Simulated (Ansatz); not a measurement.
## Phonon calculation, with input and output: MoTe2 (part 1 of 2)

- system: MoTe2 (P6₃/mmc, 6 atoms in the cell)
- method: DFT, LDA, all-electron LAPW, scalar-relativistic; harmonic phonons by finite displacements, no spin polarisation (Ansatz 0.2.0)

The structure derives from an entry of the Crystallography Open Database. It belongs to a series of runs on one base structure; here: volume scaled by 1.015. Figures and captions count atoms from 1; the log counts them from 0 in places.

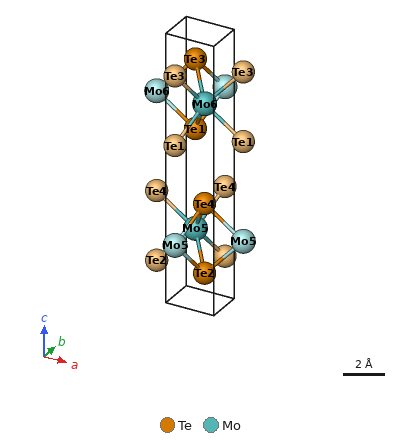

Fig. 1: The structure (ball-and-stick view of the cell of the calculation, seen slightly off an axis; neighbours outside the cell are drawn fainter; atoms are numbered from 1 in the order of the input). An atom can appear more than once, as a periodic image. Near neighbours in the periodic cell (some may lie outside the picture): Te has 3 Mo at 2.70 Å; Mo has 6 Te at 2.70 Å.

Input file:
```yaml
crystal:
  lattice:
    - [3.49028247865, 0.0, 0.0]
    - [-1.74514123933, 3.0226732929, 0.0]
    - [0.0, 0.0, 13.84398640007]
  atoms:
    - { symbol: Te, position: [0.333333333333, 0.666666666667, 0.620638868196] }
    - { symbol: Te, position: [0.666666666667, 0.333333333333, 0.120638868196] }
    - { symbol: Te, position: [0.333333333333, 0.666666666667, 0.879361131804] }
    - { symbol: Te, position: [0.666666666667, 0.333333333333, 0.379361131804] }
    - { symbol: Mo, position: [0.333333333333, 0.666666666667, 0.25] }
    - { symbol: Mo, position: [0.666666666667, 0.333333333333, 0.75] }
kpoints:
  mp_grid: { grid: [6, 6, 2] }
scf:
  occupations: { method: fixed }
hamiltonian:
  xc: lda
  pseudopotentials: { kind: all_electron, lapw: { basis_error: 0.001 } }
phonons:
  supercell: [1, 1, 1]
```

Run as:
```bash
ansatz run input.yaml --threads 2 --pin off --max-ram 6144MiB --backend cpu --events-out ev --progress --plain --runs-dir out
```

The program's output:
```
LAPW: plane waves up to 8.641 Å⁻¹, error target 1.0e-3 eV per atom; small_component_spin mean_spin; Mo in spheres of 1.284 Å, 30 of its electrons in bands, Dirac shells []; Te in spheres of 1.331 Å, 24 of its electrons in bands, Dirac shells [] (how accurate: hamiltonian.pseudopotentials.lapw.basis_error, Limitations)
Engine: ansatz 0.2.0, aarch64-unknown-linux-gnu
Pseudopotentials: kind: all_electron
Pseudopotential: Te, LAPW, valence charge 24, lapw/all_electron/scalar/gaussian/Te, Koelling and Harmon's equation, gaussian nucleus
Pseudopotential: Mo, LAPW, valence charge 30, lapw/all_electron/scalar/gaussian/Mo, Koelling and Harmon's equation, gaussian nucleus
Functional definition: SPW92
  exchange = slater_x
  correlation = pw_c
davidson cushion auto → on  (no smearing: the cushion is to keep the highest requested band from converging to the state above it; pin scf.eigensolver.cushion to override)
Crystal: 6 atoms, lattice volume = 146.054 Å³
Basis set: ecut = 284.49258654255783 eV, 1599 PW (Γ), exchange–correlation at level 2
Bands: 94, of which v1, the nominal top of the filled ones, is band 78 counted from 1 (77 counted from 0)
Symmetry: 24 space group operations
k-points: 14 of 72
Non-local potential: Te, projectors of the file, none
Non-local potential: Mo, projectors of the file, none
Initial density: superposition of atomic densities (chi_scale 0.1, normalization cell, long waves kept (reshape's long-wave potential 0.03 eV rms))
Initial wavefunctions: plane waves of lowest kinetic energy (no species holds an atomic orbital)
Functional: x = slater, c = lda
iter 1 solved again at ethr=1.35e-3 eV; its pass at ethr=1.00e-1 eV (dr2=2.11e0 eV) is discarded
SCF iter   1: F=—  HF=-959059.793454 eV  |F-HF|=—  |Δ(HF+E_count)|=         —  Δρ=3.48e-2  dr2=2.11e0  ethr=1.35e-3  ⟨swp⟩=2.0  Hψ=8457  notcnv=0
preconditioner: auto → Resta (q_TF=auto, 2.758 Å⁻¹)  ε∞=4.7  [insulator: Δε(μ)=0.769 eV  Ē_g=9.578 eV  n_scr=54 (ndim 8)  ℏωp=18.4 eV  f_vac=0.057  ε∞_Penn≈4.7]
SCF iter   2: F=—  HF=-959059.187686 eV  |F-HF|=—  |Δ(HF+E_count)|=   6.06e-1  Δρ=2.39e-2  dr2=4.57e0  ethr=1.35e-3  ⟨swp⟩=2.9  Hψ=3986  notcnv=0
SCF iter   3: F=—  HF=-959058.645921 eV  |F-HF|=—  |Δ(HF+E_count)|=   5.42e-1  Δρ=1.36e-2  dr2=4.30e-1  ethr=1.35e-3  ⟨swp⟩=2.9  Hψ=3874  notcnv=0
iter 4 solved again at ethr=1.86e-5 eV; its pass at ethr=2.76e-4 eV (dr2=2.90e-2 eV) is discarded
SCF iter   4: F=—  HF=-959058.492721 eV  |F-HF|=—  |Δ(HF+E_count)|=   1.53e-1  Δρ=3.74e-3  dr2=2.91e-2  ethr=1.86e-5  ⟨swp⟩=2.0  Hψ=6932  notcnv=0
SCF iter   5: F=—  HF=-959058.488344 eV  |F-HF|=—  |Δ(HF+E_count)|=         —  Δρ=1.60e-3  dr2=8.83e-3  ethr=1.86e-5  ⟨swp⟩=3.0  Hψ=3992  notcnv=0  defer=1
the basis was enlarged: its passes take 485.2 KiB over the memory plan, 2 of 2 planned eigensolver slots
SCF iter   6: F=—  HF=-959058.487399 eV  |F-HF|=—  |Δ(HF+E_count)|=   9.46e-4  Δρ=3.05e-4  dr2=3.72e-4  ethr=5.66e-6  ⟨swp⟩=2.0  Hψ=3934  notcnv=0
SCF iter   7: F=—  HF=-959058.487383 eV  |F-HF|=—  |Δ(HF+E_count)|=   1.53e-5  Δρ=1.61e-4  dr2=1.41e-4  ethr=2.38e-7  ⟨swp⟩=2.6  Hψ=3946  notcnv=0  defer=1
SCF iter   8: F=—  HF=-959058.487355 eV  |F-HF|=—  |Δ(HF+E_count)|=   2.88e-5  Δρ=5.50e-5  dr2=6.21e-6  ethr=9.06e-8  ⟨swp⟩=2.6  Hψ=3955  notcnv=0
SCF iter   9: F=—  HF=-959058.487355 eV  |F-HF|=—  |Δ(HF+E_count)|=   1.34e-7  Δρ=2.15e-5  dr2=1.48e-6  ethr=3.98e-9  ⟨swp⟩=3.0  Hψ=4021  notcnv=0
SCF iter  10: F=—  HF=-959058.487355 eV  |F-HF|=—  |Δ(HF+E_count)|=   1.52e-7  Δρ=8.89e-6  dr2=2.68e-7  ethr=9.52e-10  ⟨swp⟩=2.9  Hψ=3960  notcnv=0
SCF iter  11: F=—  HF=-959058.487355 eV  |F-HF|=—  |Δ(HF+E_count)|=   1.20e-8  Δρ=6.88e-6  dr2=2.19e-7  ethr=1.72e-10  ⟨swp⟩=3.0  Hψ=4040  notcnv=0
SCF iter  12: F=—  HF=-959058.487355 eV  |F-HF|=—  |Δ(HF+E_count)|=   2.53e-8  Δρ=4.41e-6  dr2=9.62e-8  ethr=1.41e-10  ⟨swp⟩=2.0  Hψ=3934  notcnv=0
SCF iter  13: F=—  HF=-959058.487355 eV  |F-HF|=—  |Δ(HF+E_count)|=   1.82e-8  Δρ=6.36e-7  dr2=1.65e-9  ethr=6.17e-11  ⟨swp⟩=2.1  Hψ=3935  notcnv=0
SCF iter  14: F=-959058.487355 eV  HF=-959058.487355 eV  |F-HF|=4.66e-10  |Δ(HF+E_count)|=   1.86e-9  Δρ=1.01e-7  dr2=2.32e-11  ethr=2.25e-11 (applied; sched 1.06e-12)  ⟨swp⟩=2.0  Hψ=3934  notcnv=0
SCF 1 converged in 14 iterations: F = -959058.487355 eV  dr2 = 2.32e-11
Symmetry: 1 space group operations
k-points: 40 of 72 (time reversal used)
Initial density: handed on by an earlier stage of this run
Initial wavefunctions: plane waves of lowest kinetic energy (no species holds an atomic orbital; no wavefunctions were taken with the density)
iter 1 solved again at ethr=2.77e-6 eV; its pass at ethr=1.00e-1 eV (dr2=4.33e-3 eV) is discarded
SCF iter   1: F=—  HF=-959058.486964 eV  |F-HF|=—  |Δ(HF+E_count)|=         —  Δρ=4.75e-4  dr2=4.29e-3  ethr=2.77e-6  ⟨swp⟩=4.1  Hψ=28329  notcnv=0
preconditioner: auto → Resta (q_TF=auto, 2.758 Å⁻¹)  ε∞=4.9  [insulator: Δε(μ)=0.784 eV  Ē_g=9.365 eV  n_scr=54 (ndim 8)  ℏωp=18.4 eV  f_vac=0.085  ε∞_Penn≈4.9]
SCF iter   2: F=—  HF=-959058.486594 eV  |F-HF|=—  |Δ(HF+E_count)|=   3.71e-4  Δρ=2.40e-4  dr2=8.61e-4  ethr=2.75e-6  ⟨swp⟩=3.0  Hψ=11782  notcnv=0
iter 3 solved again at ethr=4.04e-8 eV; its pass at ethr=5.52e-7 eV (dr2=6.31e-5 eV) is discarded
SCF iter   3: F=—  HF=-959058.486516 eV  |F-HF|=—  |Δ(HF+E_count)|=   7.76e-5  Δρ=1.36e-4  dr2=6.31e-5  ethr=4.04e-8  ⟨swp⟩=2.0  Hψ=19568  notcnv=0
SCF iter   4: F=—  HF=-959058.486501 eV  |F-HF|=—  |Δ(HF+E_count)|=   1.48e-5  Δρ=5.19e-5  dr2=1.09e-5  ethr=4.04e-8  ⟨swp⟩=3.0  Hψ=11590  notcnv=0  defer=1
SCF iter   5: F=—  HF=-959058.486501 eV  |F-HF|=—  |Δ(HF+E_count)|=   1.37e-7  Δρ=4.53e-5  dr2=1.29e-5  ethr=6.97e-9  ⟨swp⟩=3.0  Hψ=11584  notcnv=0
SCF iter   6: F=—  HF=-959058.486499 eV  |F-HF|=—  |Δ(HF+E_count)|=   1.90e-6  Δρ=7.56e-6  dr2=1.30e-7  ethr=6.97e-9  ⟨swp⟩=2.0  Hψ=11240  notcnv=0
SCF iter   7: F=—  HF=-959058.486499 eV  |F-HF|=—  |Δ(HF+E_count)|=   3.73e-9  Δρ=4.64e-6  dr2=9.64e-8  ethr=8.36e-11  ⟨swp⟩=3.0  Hψ=11545  notcnv=0
SCF iter   8: F=—  HF=-959058.486499 eV  |F-HF|=—  |Δ(HF+E_count)|=   1.46e-8  Δρ=1.93e-6  dr2=1.03e-8  ethr=6.18e-11  ⟨swp⟩=2.1  Hψ=11244  notcnv=0
SCF iter   9: F=—  HF=-959058.486499 eV  |F-HF|=—  |Δ(HF+E_count)|=   1.75e-9  Δρ=7.74e-7  dr2=1.37e-9  ethr=2.25e-11 (applied; sched 6.60e-12)  ⟨swp⟩=2.0  Hψ=11240  notcnv=0
SCF iter  10: F=-959058.486499 eV  HF=-959058.486499 eV  |F-HF|=2.33e-10  |Δ(HF+E_count)|=  9.31e-10  Δρ=3.41e-7  dr2=2.67e-10  ethr=2.25e-11 (applied; sched 1.00e-12)  ⟨swp⟩=2.0  Hψ=11240  notcnv=0
SCF 2 converged in 10 iterations: F = -959058.486499 eV  dr2 = 2.67e-10
Symmetry: 2 space group operations
k-points: 26 of 72 (time reversal used)
iter 1 solved again at ethr=9.38e-7 eV; its pass at ethr=1.00e-1 eV (dr2=1.46e-3 eV) is discarded
SCF iter   1: F=—  HF=-959058.487052 eV  |F-HF|=—  |Δ(HF+E_count)|=         —  Δρ=3.59e-4  dr2=1.46e-3  ethr=9.38e-7  ⟨swp⟩=4.5  Hψ=19001  notcnv=0
preconditioner: auto → Resta (q_TF=auto, 2.758 Å⁻¹)  ε∞=4.9  [insulator: Δε(μ)=0.786 eV  Ē_g=9.369 eV  n_scr=54 (ndim 8)  ℏωp=18.4 eV  f_vac=0.086  ε∞_Penn≈4.9]
SCF iter   2: F=—  HF=-959058.486967 eV  |F-HF|=—  |Δ(HF+E_count)|=   8.57e-5  Δρ=3.05e-4  dr2=5.29e-4  ethr=9.35e-7  ⟨swp⟩=3.0  Hψ=7501  notcnv=0
SCF iter   3: F=—  HF=-959058.486886 eV  |F-HF|=—  |Δ(HF+E_count)|=   8.07e-5  Δρ=1.15e-4  dr2=5.86e-5  ethr=3.39e-7  ⟨swp⟩=2.1  Hψ=7309  notcnv=0
SCF iter   4: F=—  HF=-959058.486875 eV  |F-HF|=—  |Δ(HF+E_count)|=   1.03e-5  Δρ=5.74e-5  dr2=1.15e-5  ethr=3.76e-8  ⟨swp⟩=2.8  Hψ=7386  notcnv=0
SCF iter   5: F=—  HF=-959058.486873 eV  |F-HF|=—  |Δ(HF+E_count)|=   2.35e-6  Δρ=2.17e-5  dr2=1.35e-6  ethr=7.36e-9  ⟨swp⟩=3.0  Hψ=7445  notcnv=0
SCF iter   6: F=—  HF=-959058.486873 eV  |F-HF|=—  |Δ(HF+E_count)|=   1.22e-7  Δρ=1.38e-5  dr2=9.78e-7  ethr=8.66e-10  ⟨swp⟩=3.0  Hψ=7424  notcnv=0
iter 7 solved again at ethr=1.81e-11 eV; its pass at ethr=6.27e-10 eV (dr2=2.83e-8 eV) is discarded
SCF iter   7: F=—  HF=-959058.486873 eV  |F-HF|=—  |Δ(HF+E_count)|=   1.62e-7  Δρ=3.47e-6  dr2=2.83e-8  ethr=1.81e-11  ⟨swp⟩=2.3  Hψ=12707  notcnv=0
SCF iter   8: F=—  HF=-959058.486873 eV  |F-HF|=—  |Δ(HF+E_count)|=   5.24e-9  Δρ=1.30e-6  dr2=6.17e-9  ethr=2.26e-11 (applied; sched 1.81e-11)  ⟨swp⟩=2.1  Hψ=7310  notcnv=0
SCF iter   9: F=-959058.486873 eV  HF=-959058.486873 eV  |F-HF|=8.15e-10  |Δ(HF+E_count)|=  5.82e-10  Δρ=3.94e-7  dr2=4.00e-10  ethr=2.25e-11 (applied; sched 3.95e-12)  ⟨swp⟩=2.0  Hψ=7306  notcnv=0
SCF 3 converged in 9 iterations: F = -959058.486873 eV  dr2 = 4.00e-10
iter 1 solved again at ethr=9.66e-7 eV; its pass at ethr=1.00e-1 eV (dr2=1.51e-3 eV) is discarded
```
